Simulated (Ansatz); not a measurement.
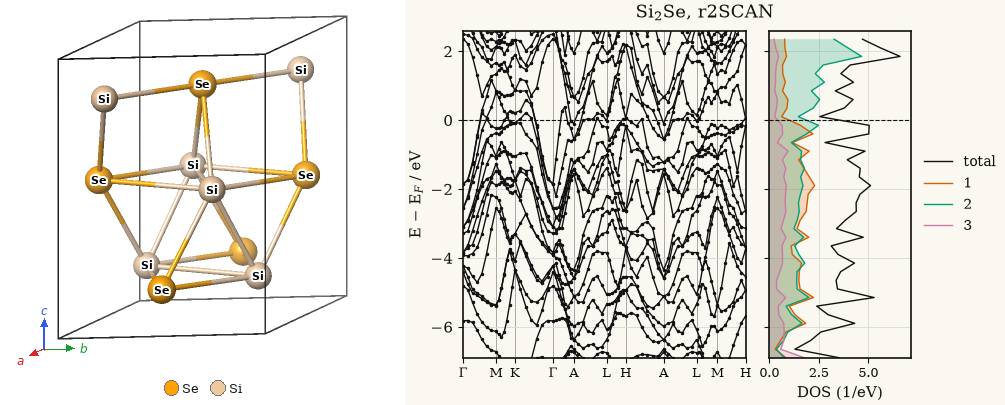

Band structure and density of states, beside the structure. Energies are counted from the Fermi level. The path runs straight from each named point to the next. The partial curves are projected on Löwdin-orthogonalised atomic shells.

The material is Si$_{2}$Se, space group P6_222 (No. 180), 9 atoms in the cell.

Computed with Ansatz 0.2.0: DFT with r2SCAN, PAW plane waves, no spin polarisation, 6×6×4 k mesh, 500 eV cutoff, Methfessel-Paxton smearing of 0.11 eV.

**Assign each number in the legend. The candidates: Se 4p, Si 3p, Si 3s.**

1 is Se 4p; 2 is Si 3p; 3 is Si 3s.

**Does this material conduct, going by its bands?**

A metal: bands cross the Fermi level along this path.

The structure was built from a prototype or by substitution, so it need not be a known phase.
